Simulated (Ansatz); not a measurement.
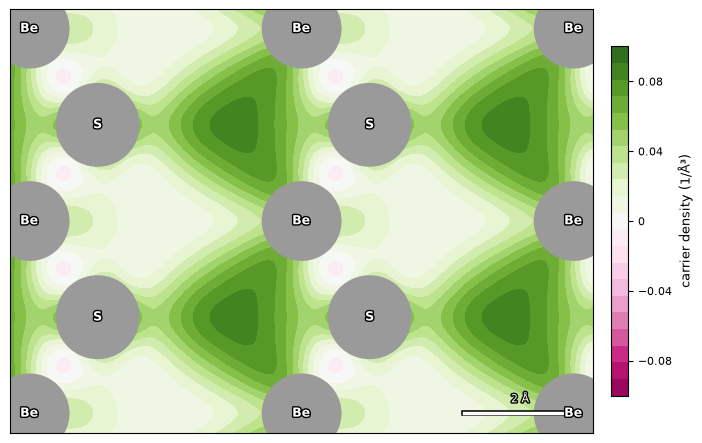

The picture shows: BeS. Where the extra electron sits when 0.1 electron is added to the 2-atom cell of the calculation (uniform compensating background, atoms fixed); the change of density for each carrier, counted positive where the carrier is: a map on the (110) plane of the conventional cell, with grey discs over the atomic cores. Cores are masked to 0.7 Å (Be) and 0.7 Å (S).

Space group F-43m.

These are results of DFT PBE, scalar-relativistic, plane waves, PAW (Ansatz), not measurements.

Core electrons are frozen (PAW), so the fields are smoothed inside the atomic spheres.

Q: Where does the doped charge go?

A: Summed over atomic cells sized by the Bader volumes, the added electron divides as S about 95 % and Be little; these cells fill 10 % (Be) and 90 % (S) of the volume.
- Over the whole cell, outside the cores, it is densest 2.1 Å from a beryllium nucleus and 2.4 Å from a sulfur one.
- The counter-flow of charge adds up to under 0.1 e for each carrier.
- These are shares of the net change, screening included; the states that take the carrier can be more concentrated.

Run times: 26 s (electron) and 26 s (base cell), on 1 thread of Arm Neoverse N1, with other jobs on the host.
